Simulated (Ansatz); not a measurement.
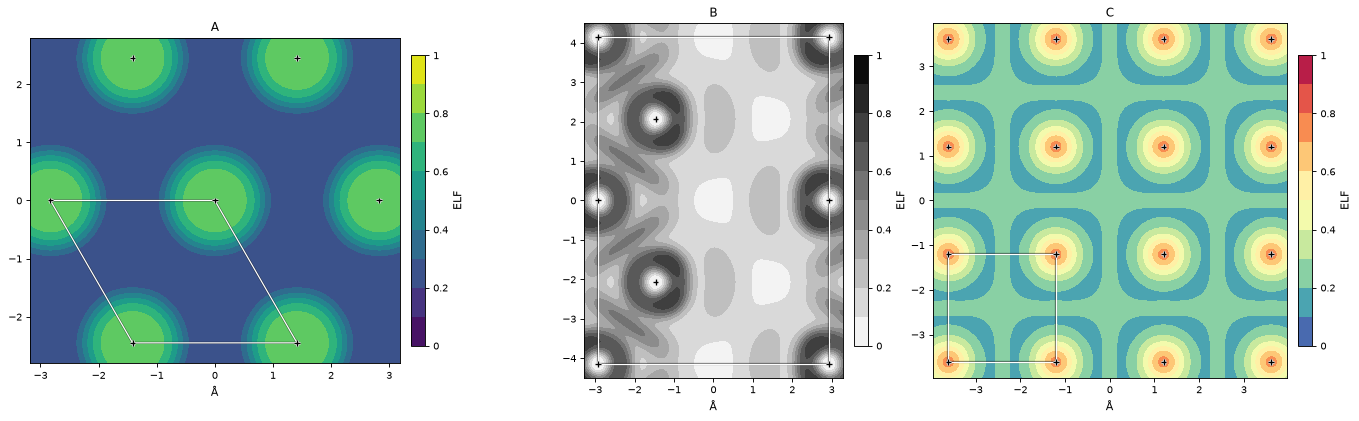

The ELF of 3 systems, each on a plane through atoms (crosses mark nuclei in the plane).

All numbers below come from DFT, revPBE, plane waves (420 eV) with PAW, scalar-relativistic in Ansatz 0.2.0.

System 1: Rh, the (001) plane of the conventional cell. Space group P6₃/mmc; set up as Rh, dhcp; a generated structure, not necessarily the stable one; changed on purpose from its base cell (volume × 1.12); computed pressure about −20 GPa in this cell; computed without spin polarisation.

```cif
data_structure
_symmetry_space_group_name_H-M 'P 1'
_symmetry_Int_Tables_number 1
_cell_length_a 2.8294
_cell_length_b 2.8294
_cell_length_c 9.2270
_cell_angle_alpha 90.000
_cell_angle_beta 90.000
_cell_angle_gamma 120.000
_cell_volume 63.97
loop_
_atom_site_label
_atom_site_type_symbol
_atom_site_fract_x
_atom_site_fract_y
_atom_site_fract_z
_atom_site_occupancy
Rh1 Rh 0.00000 0.00000 0.00000 1
Rh2 Rh 0.00000 0.00000 0.50000 1
Rh3 Rh 0.33333 0.66667 0.25000 1
Rh4 Rh 0.66667 0.33333 0.75000 1
```

System 2: W, the (101) plane of the conventional cell. Space group Fd-3m; set up as W, diamond; a generated structure, not necessarily the stable one; changed on purpose from its base cell (volume × 1.0).

```yaml
crystal:
  lattice:
    - [5.85751, 0.00000, 0.00000]
    - [0.00000, 5.85751, 0.00000]
    - [0.00000, 0.00000, 5.85751]
  atoms:
    - { symbol: W, position: [0.75000, 0.25000, 0.25000] }
    - { symbol: W, position: [0.25000, 0.75000, 0.25000] }
    - { symbol: W, position: [0.25000, 0.25000, 0.75000] }
    - { symbol: W, position: [0.75000, 0.75000, 0.75000] }
    - { symbol: W, position: [0.50000, 0.00000, 0.00000] }
    - { symbol: W, position: [0.00000, 0.50000, 0.00000] }
    - { symbol: W, position: [0.00000, 0.00000, 0.50000] }
    - { symbol: W, position: [0.50000, 0.50000, 0.50000] }
```

System 3: Ni, the (100) plane of the conventional cell. Space group Pm-3m; set up as Ni, simple cubic; a generated structure, not necessarily the stable one; changed on purpose from its base cell (volume × 1.08); computed pressure about −8 GPa in this cell; spin-polarised.

Which map belongs to which system?

Panel A is system 1, Rh: the plane holds Rh. Rh–Rh (2.83 Å): the ELF is about 0.25 at the midpoint (no shared electron pair shows on this line). Panel B is system 2, W: the plane holds W. W–W (2.54 Å): the ELF reaches about 0.55 near the midpoint. Panel C is system 3, Ni: the plane holds Ni. Ni–Ni (2.41 Å): the ELF is about 0.25 at the midpoint (no localised pair shows between them).
